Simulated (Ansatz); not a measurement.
AlCo4

The calculation's input:

```
crystal:
  lattice:
    - [1.2893368271, 0.7443989642, 9.9743618604]
    - [-1.2893368271, 0.7443989642, 9.9743618604]
    - [0.0, -1.4887979284, 9.9743618604]
  atoms:
    - { symbol: Al, position: [0.0, 0.0, 0.0] }
    - { symbol: Co, position: [0.598855, 0.598855, 0.598855], spin: 3.0 }
    - { symbol: Co, position: [0.200321, 0.200321, 0.200321], spin: 3.0 }
    - { symbol: Co, position: [0.799679, 0.799679, 0.799679], spin: 3.0 }
    - { symbol: Co, position: [0.401145, 0.401145, 0.401145], spin: 3.0 }
basis:
  ecutwfc: 420
kpoints:
  mp_grid: { grid: [18, 18, 18] }
hamiltonian:
  xc: pbesol
scf:
  occupations: { method: gaussian, width: 0.1 }
  lower_state_search: "off"
output:
  forces: true
  stress: true
  eigenvalues: true
  populations: true
  write_density: true
  write_potential: true
  elf: true
  volumetric_format: npy
magnetization:
  spin_polarized: true
```

Run with:

```sh
ansatz run input.yaml --threads 1 --pin off --max-ram 2560MiB --backend cpu --events-out ev --progress --plain --runs-dir out
```

Below, planes, directions and counts refer to the conventional cell (a = 2.58 Å, b = 2.58 Å, c = 29.92 Å, α = 90.00°, β = 90.00°, γ = 120.00°).

Space group R-3m; a structure from a database of computed crystals, not necessarily the ambient phase; computed pressure about −8 GPa in this cell; spin-polarised.

All numbers below come from DFT PBEsol, scalar-relativistic, plane waves, PAW (Ansatz).

Core electrons are frozen (PAW), and the valence fields are smoothed inside the atomic spheres.

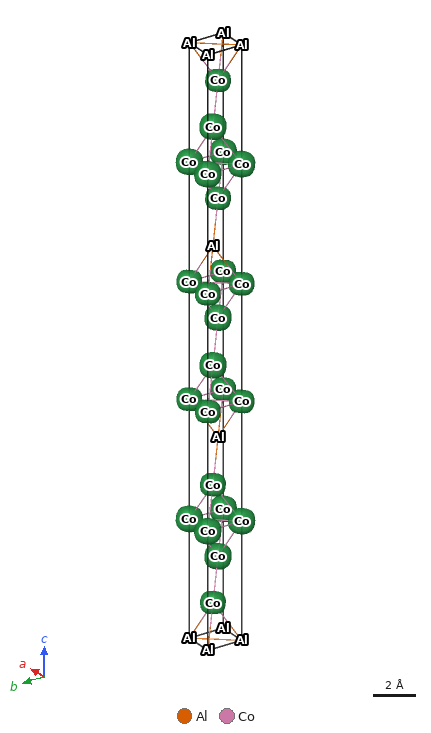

Figure 1. Isosurface of the spin density (up minus down) at +0.3 e/Å³ (green), seen at an oblique angle. Sticks mark near contacts.

Question: Describe the spin distribution.

Answer: The spin density sits on Co: +1.7 μB (×6) and +1.3 μB (×6) in one cell of 15 atoms, with smaller moments on other sites: Al (up to −0.05 μB): parallel main moments (a ferromagnetic arrangement) in this solution. The cell of the calculation (5 atoms) carries 5.9 μB of net spin moment.

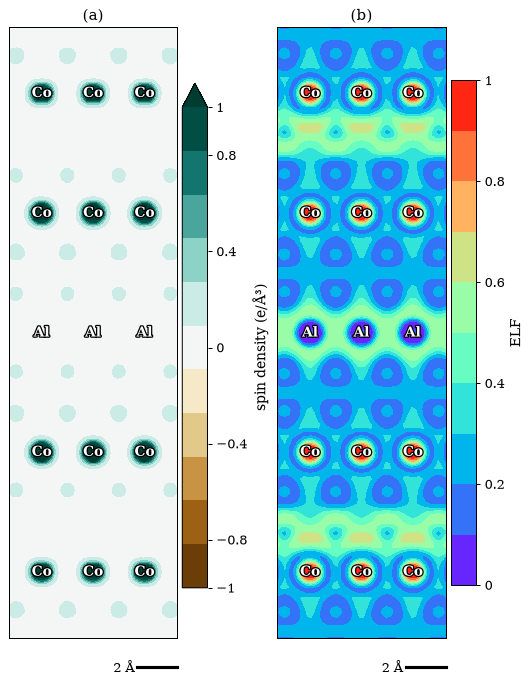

Figure 2. (a) spin density; (b) electron localisation function on the (010) plane of the conventional cell.

Question: Interpret the plot.

Answer:
- The plane passes through Al and Co nuclei.
- Atoms just off the plane (Al, 0.7 Å away and Co, 0.7 Å away) can leave unmarked features too.
- Al–Al (2.58 Å): the ELF reaches about 0.60 near the midpoint.
- Co–Co (2.58 Å): the ELF is about 0.30 at the midpoint; no localised pair shows between them.
- The features right at Co lie inside the PAW spheres, where the map follows smoothed inner orbitals and isn't to be read closely.

Question: Metal or insulator at this level of theory?

Answer: It is gapless in this calculation (a metal or semimetal).
